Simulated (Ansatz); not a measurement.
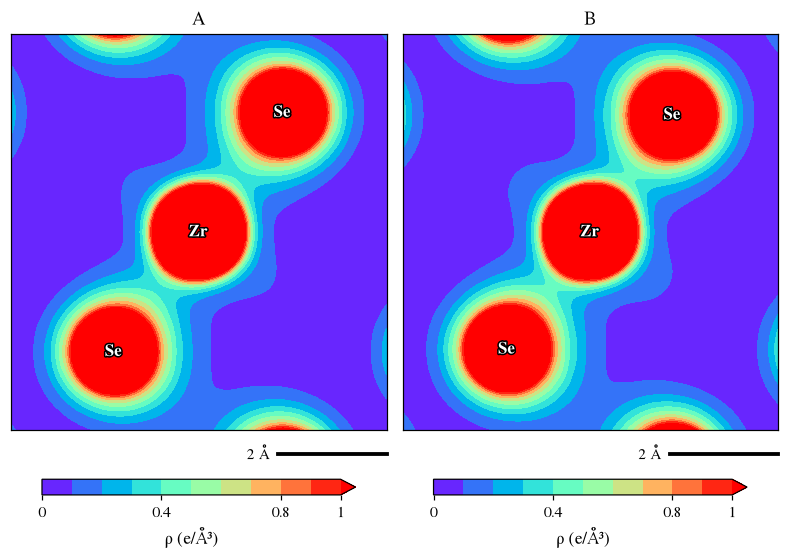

ZrSe2. The valence electron density of two cells that differ in size, on the (110) plane of each (indices in the axes of the calculation cell), at one length scale and on one colour scale: A has 26.3 Å³ an atom and B 24.8.

Computed with Kohn-Sham DFT of a periodic cell, PBE with D3(BJ), Ansatz PAW (Ansatz).

The larger cell:

```
Zr Se
1.0
     3.82315    0.00000    0.00000
    -1.91158    3.31095    0.00000
     0.00000    0.00000    6.23301
Zr Se
1 2
Cartesian
  0.0000 0.0000 0.0000
  1.9116 1.1036 4.6748
  0.0000 2.2073 1.5583
```

The smaller cell: a = 3.747 Å, b = 3.747 Å, c = 6.108 Å, α = 90.00°, β = 90.00°, γ = 120.00°.

What does the compression do to the bonding and the properties?

From the larger cell to the smaller, Zr–Se goes from 2.70 to 2.65 Å, and the density at its midpoint from 0.39 to 0.42 e/Å³; the pressure goes from −2.0 to 2.9 GPa; the Kohn–Sham gap goes from 0.43 eV to 0.36 eV.
